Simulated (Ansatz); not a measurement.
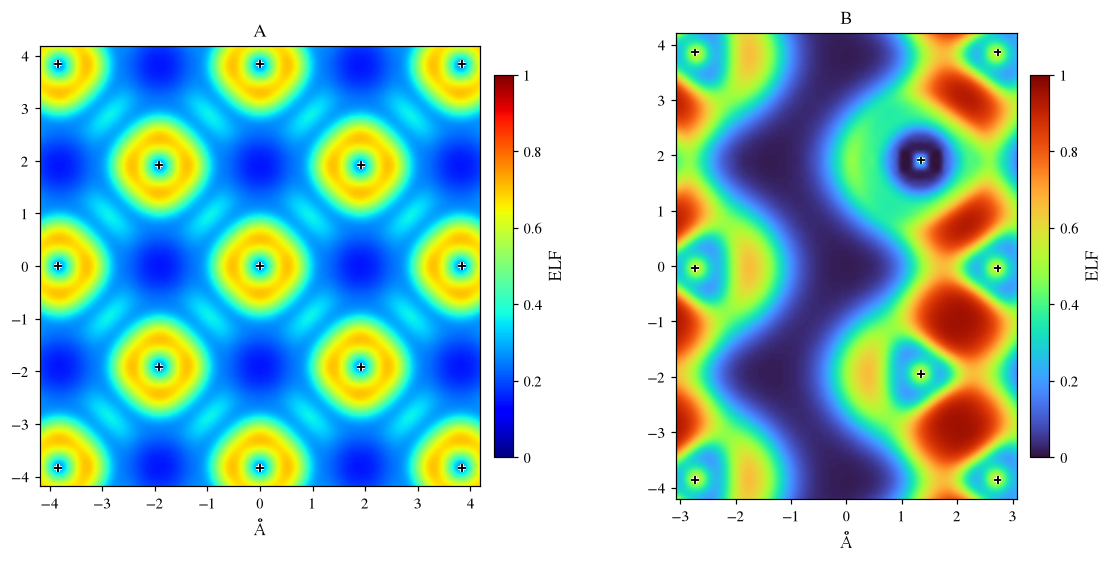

The electron localisation function of 2 systems, each on a plane through atoms (crosses mark nuclei in the plane).

Method: DFT PBEsol, scalar-relativistic, plane waves, PAW (Ansatz).

System 1: Si₇Ge, the (011̄) plane of the conventional cell. Space group P-43m; a structure from a database of computed crystals, not necessarily the ambient phase.

```yaml
crystal:
  lattice:
    - [5.45918, 0.00000, 0.00000]
    - [0.00000, 5.45918, 0.00000]
    - [0.00000, 0.00000, 5.45918]
  atoms:
    - { symbol: Si, position: [0.25260, 0.25260, 0.25260] }
    - { symbol: Si, position: [0.00000, 0.50000, 0.50000] }
    - { symbol: Si, position: [0.50000, 0.50000, 0.00000] }
    - { symbol: Si, position: [0.50000, 0.00000, 0.50000] }
    - { symbol: Si, position: [0.74740, 0.25260, 0.74740] }
    - { symbol: Si, position: [0.74740, 0.74740, 0.25260] }
    - { symbol: Si, position: [0.25260, 0.74740, 0.74740] }
    - { symbol: Ge, position: [0.00000, 0.00000, 0.00000] }
```

System 2: Ir, the (100) plane of the conventional cell. Space group Fm-3m; computed pressure about −3 GPa in this cell; computed without spin polarisation.

> Which map belongs to which system?

Panel A is system 2, Ir: the plane holds Ir. Ir–Ir (2.71 Å): the ELF is about 0.35 at the midpoint (no shared electron pair shows on this line). Panel B is system 1, Si₇Ge: the plane holds Si and Ge. Si–Si (2.36 Å): the ELF peaks at about 0.95 between the atoms; a shared electron pair.
